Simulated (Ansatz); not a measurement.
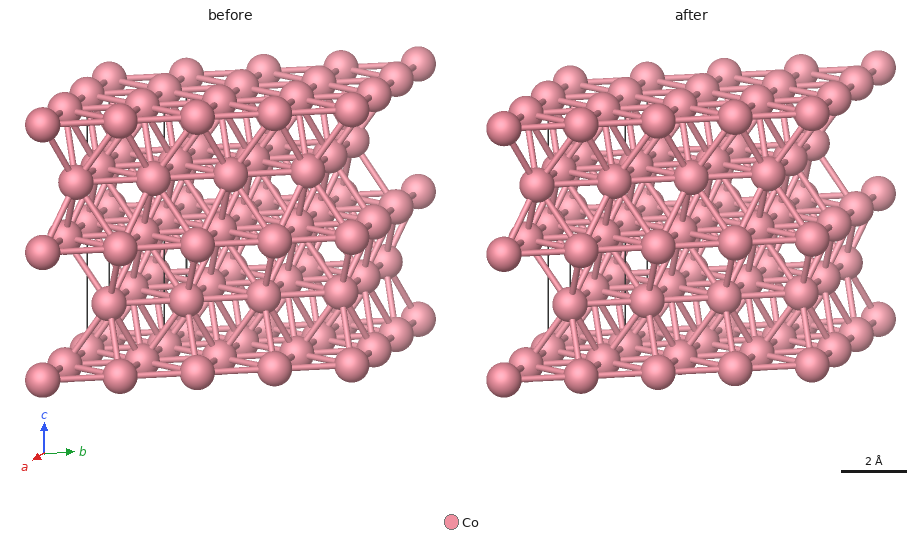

The structure of crystalline Co (set up in P6_3/mmc) before (left) and after (right) a relaxation, at one scale.

The picture is a ball-and-stick view of the cell of the calculation, repeated 3 × 4 × 1 with one cell outlined, seen slightly off an axis.

The run lets cell and atoms move.

The calculation used Kohn-Sham DFT of a periodic cell, PBE, Ansatz PAW (Ansatz 0.2.0).

The input:
```yaml
crystal:
  lattice:
    - [2.4705617809, 0.0, 0.0]
    - [-1.2352808905, 2.1395692639, 0.0]
    - [0.0, 0.0, 8.0882338]
  atoms:
    - { symbol: Co, position: [0.6666666667, 0.3333333333, 0.75], spin: 2.0 }
    - { symbol: Co, position: [0.0, 0.0, 0.5], spin: 2.0 }
    - { symbol: Co, position: [0.3333333333, 0.6666666667, 0.25], spin: 2.0 }
    - { symbol: Co, position: [0.0, 0.0, 0.0], spin: 2.0 }
hamiltonian:
  xc: pbe
  pseudopotentials: { kind: paw }
magnetization:
  spin_polarized: true
kpoints:
  mp_grid: { grid: [12, 12, 4] }
scf:
  occupations: { method: fermi_dirac, width: 0.05 }
output:
  forces: true
  stress: true
  eigenvalues: true
relax:
  f_tol: 0.01
  max_steps: 40
  cell: { stress_tol: 0.05, p_target: 10.0 }
```

Run as
```bash
ansatz run input.yaml --threads 2 --pin off --max-ram 5632MiB --backend cpu --events-out ev --progress --plain --runs-dir out
```

### What changed between the two?

The atoms keep their places relative to the cell (all moves are under 0.005 Å). The drawn cell changes as follows: a = b 2.471 → 2.463 Å (−0.3 %), c 8.088 → 7.964 Å (−1.5 %); the volume changes by −2.2 %. Among the contacts that change: Co–Co 2.475 → 2.447 Å. The space group stays P6_3/mmc (No. 194). The energy rises by 9.5 meV per atom in 3 accepted moves (4 points after the start). With the target pressure of 10 GPa, the enthalpy E + pV changes by −5.0 meV per atom. All forces vanish by symmetry, so only the cell relaxes. Pressure: 4.68 GPa at the start and 9.97 GPa at the end. The SCF was repeated once at an unchanged geometry on a basis and grid sized afresh for the cell, which shifted the energy by 0.2 meV per atom at most. The run took 40 s on 2 threads of Arm Neoverse V2, with other jobs on the host, peak memory 0.46 GiB.

Limits of the set-up: only the magnetic order of this start and cell was tried (total moment 6.5 μB per cell).
